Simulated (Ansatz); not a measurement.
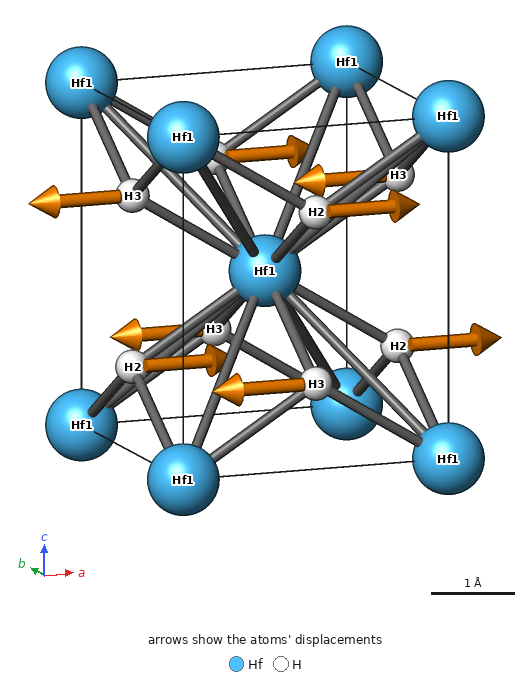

Normal modes of crystalline HfH2, space group I4/mmm (No. 139), at the zone centre. The optical levels lie at 1107 (×2), 1165, 1279 (×2), 1384 cm⁻¹. One mode is drawn. The orange arrows are the displacements of the atoms (eigenvector over the root of the mass), of arbitrary overall length and sign. Style: ball-and-stick. Shown: the conventional cell (2 times the calculation's cell), slightly off an axis. Lengths and directions refer to the drawn axes.

All numbers below come from DFT LDA, scalar-relativistic, plane waves, PAW in Ansatz. Set-up: plane-wave cutoff 420 eV; k-point mesh 18 × 18 × 18; occupations fermi dirac; smearing width 0.15 eV; no spin polarisation.

The frequencies depend somewhat on the k-mesh and the smearing.

To which level does it belong?

Answer. The level at 1279 cm⁻¹. This is the E_g mode (doubly degenerate; one member of the set is drawn), optical level 3 of 4, counted from below, Raman-active by symmetry. The Hf atoms stay at rest; all motion is along a; atoms of one kind move against one another, with no net shift of their sublattice; it stretches the shortest H–Hf bonds (2.02 Å).
